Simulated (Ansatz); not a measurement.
# B₄N₃ (slab): what the fields show

Input

```
crystal:
  lattice:
    - [2.506438148, 0.0, 0.0]
    - [-1.253219074, 2.1706391092, 0.0]
    - [0.0, 0.0, 25.616846055]
  atoms:
    - { symbol: B, position: [0.3333333333, 0.6666666667, 0.3318129008] }
    - { symbol: "N", position: [0.6666666667, 0.3333333333, 0.3318129008] }
    - { symbol: B, position: [0.6666666667, 0.3333333333, 0.4609631881] }
    - { symbol: "N", position: [0.3333333333, 0.6666666667, 0.4609631881] }
    - { symbol: B, position: [0.3333333333, 0.6666666667, 0.5901134754] }
    - { symbol: "N", position: [0.6666666667, 0.3333333333, 0.5901134754] }
    - { symbol: B, position: [0.0, 0.0, 0.6236851336], spin: 1.0 }
basis:
  ecutwfc: 420
kpoints:
  mp_grid: { grid: [12, 12, 1] }
hamiltonian:
  xc: pbe
  dispersion: d3bj
scf:
  occupations: { method: gaussian, width: 0.05 }
output:
  forces: true
  eigenvalues: true
  populations: true
  write_density: true
  write_potential: true
  elf: true
  volumetric_format: npy
magnetization:
  spin_polarized: true
relax:
  adjacent_minimum: "off"
  f_tol: 0.03
  max_steps: 70
  constraints: [{ sites: [0, 1] }]
efield:
  axis: 3
  dipole_correction: true
  ramp_width: 0.04
```

Run with:

```sh
ansatz run input.yaml --threads 1 --pin off --max-ram 2560MiB --backend cpu --events-out ev --progress --plain --runs-dir out
```

The fields are those of the relaxed geometry.

The program warned that a starting moment wasn't kept; spin-polarised, but the moments vanished.

Theory: DFT PBE+D3(BJ), scalar-relativistic, plane waves, PAW in Ansatz 0.2.0.

The density is the valence pseudo-density of a PAW calculation; it isn't the true density close to the nuclei.

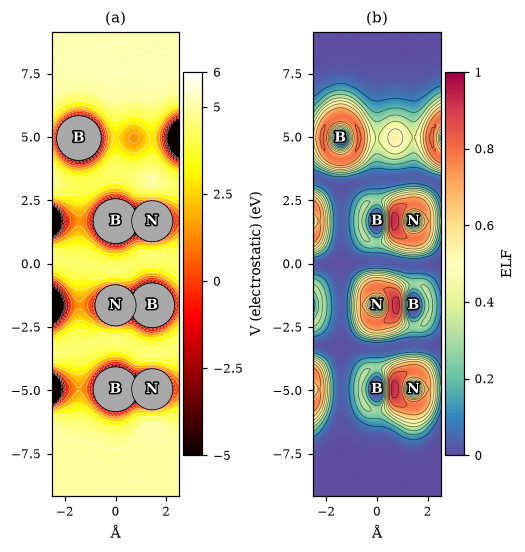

Figure 1. (a) electrostatic potential energy of an electron; (b) ELF on the (110) plane of the calculation cell, a cut from vacuum to vacuum. Grey discs cover the atomic cores in the potential map.

Q: Interpret the plot.

A: The plane passes through B and N nuclei. B–N (1.45 Å): the ELF peaks at about 0.95 between the atoms. Outside the cores the potential energy rises away from the atoms and is highest in the vacuum; its zero is arbitrary.

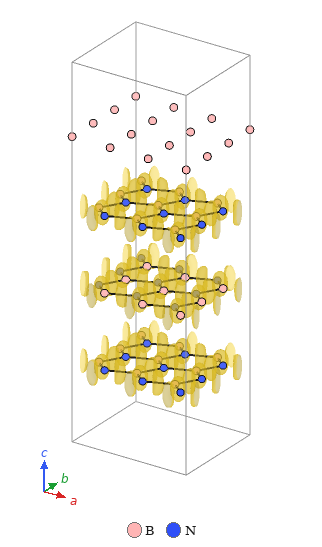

Figure 2. Isosurface of the electron localisation function at 0.85 (yellow), seen slightly off an axis. Core shells and regions of very low density are left out. Sticks mark near contacts.

Q: What do the ELF domains correspond to?

A: At this value the surface marks out nine regions between bonded B–N atoms, counted in one cell of 7 atoms. Counts are for one cell; the picture repeats the cell along the surface.

Q: Metal or insulator at this level of theory?

A: It is gapless in this calculation (a metal or semimetal).
